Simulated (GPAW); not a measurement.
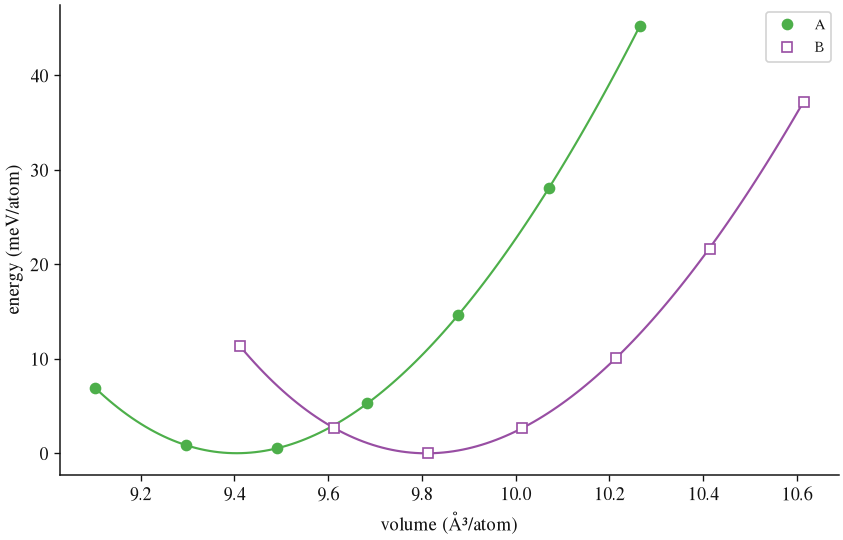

The figure compares two calculations of the energy against volume, each curve from its own zero. The first is for CoO, space group Fm-3m (No. 225).

The cell holds 2 atoms.

Computed with GPAW 26.7.0: PAW DFT in plane waves, on a grid or in atomic orbitals, collinear spins; energies at scaled volumes of the given cell, shape and fractions fixed, counted from the fit's minimum, third-order Birch-Murnaghan fit. Level: r2SCAN, collinear spin.

k mesh 11×11×11; occupations Fermi–Dirac; smearing width 0.05 eV; potentials GPAW PAW data sets (gpaw data 1.2.1); wave cutoff 800 eV; program settings basis pw.

In the second, Co is replaced by Fe on all its sites, which gives FeO in the same structure.

**Which of A and B is the second calculation, and what did the change do?**

B. The equilibrium volume rises from 9.40 to 9.81 Å³/atom (+4.4 %) and the bulk modulus falls from 216 to 209 GPa (−3.2 %).

For both, limits of the calculation: the fit and the printed pressures don't fully agree, or the minimum lies near the end of the range.

V0 and the bulk modulus come from third-order Birch–Murnaghan fits.
